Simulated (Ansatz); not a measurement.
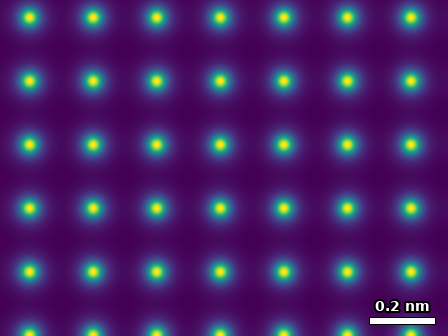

Map of the projected electrostatic potential of Co (Im-3m, No. 229) along [001]. Computed as the sum of neutral-atom potentials (tabulated electron scattering factors, B = 0.5 Å²) projected along the beam and smoothed by 0.25 Å; brighter is more positive. Structure: the input geometry of an electronic-structure calculation (not necessarily at equilibrium); the starting structure was generated, so it need not be a known form of this composition.

Interpret the image.

Answer. The columns repeat on a square net with a repeat of 1.99 Å (plane group p4mm). All columns are alike (Co). The shortest distance between visible columns is 1.99 Å in projection. Along the beam the structure repeats every 2.81 Å.

What mean inner potential do neutral atoms give for this crystal?

Answer. About 30 V (the sum of the forward scattering factors over the cell volume; bonding usually lowers the true value).
